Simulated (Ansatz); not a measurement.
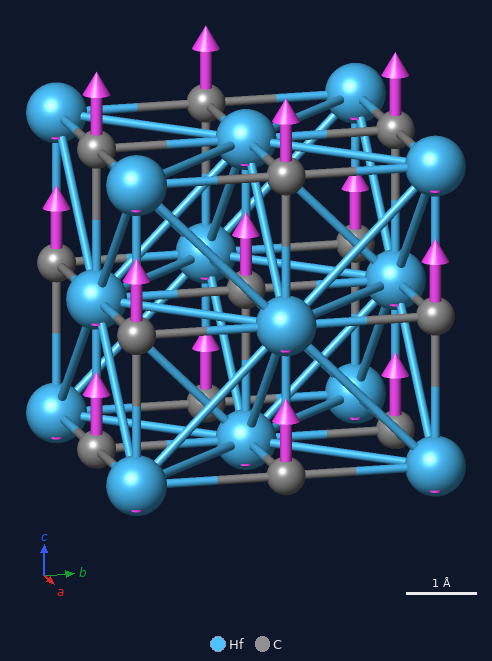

One vibrational mode of a crystal of HfC (a generated structure) at a fixed volume at the zone centre. The pink arrows give the relative displacements of the atoms. A ball-and-stick model of the conventional cell (4 times the calculation's cell), seen slightly off an axis. Lengths and directions refer to the drawn axes.

Method: DFT LDA, scalar-relativistic, plane waves, PAW in Ansatz. Settings: plane-wave cutoff 420 eV; k-point mesh 16 × 16 × 16; occupations fermi dirac; smearing width 0.15 eV; no spin polarisation.

The frequencies depend somewhat on the k-mesh and the smearing.

### What mode is this, and where does it lie in the spectrum?

This is the T₁u mode (triply degenerate; one member of the set is drawn) at 526 cm⁻¹, the only optical level, infrared-active by symmetry. The C sublattice moves against the Hf sublattice, along c; it stretches the shortest C–Hf bonds (2.24 Å); the kinetic energy is shared as C 94 %, Hf 6 %. The crystal is a metal, so free carriers screen the infrared response.
